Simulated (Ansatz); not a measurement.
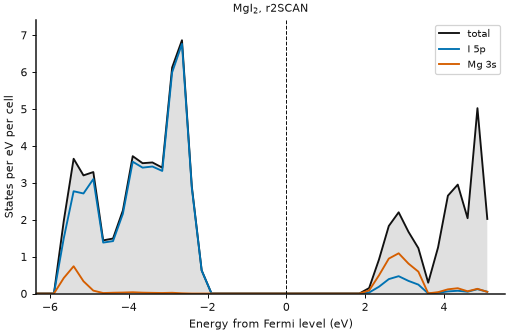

Density of states. Energies are counted from the Fermi level. The partial curves are projected on Löwdin-orthogonalised atomic shells; they sum to less than the total at higher energies, where shells without a projector contribute.

Structure: MgI2, space group P-3m1, 3 atoms in the cell, a database entry, rescaled.

Method: DFT with r2SCAN, PAW plane waves, no spin polarisation, 7×7×4 k mesh, Fermi-Dirac smearing of 0.1 eV (Ansatz).

Q: Is there a gap at the Fermi level, and how wide?

A: There is a gap; over the k points computed it is 4.13 eV.

Q: How wide is the upper valence band?

A: The upper group of valence states starts about 3.6 eV under the valence-band top (which lies at −2.1 eV on this axis), with a gap beneath it; it holds about 12 electrons a cell.

Q: Where is the tallest peak in the window, and which states make it?

A: The tallest peak in the window is at −2.7 eV; by projected weight it is I 5p almost alone.

Q: What is the character of the states on either side of the gap?

A: By projected weight, the top eV of the valence band is I 5p almost alone; the bottom eV of the conduction band is Mg 3s (70 %) and I 5p (30 %).

Spin-orbit coupling is left out, which matters for I.
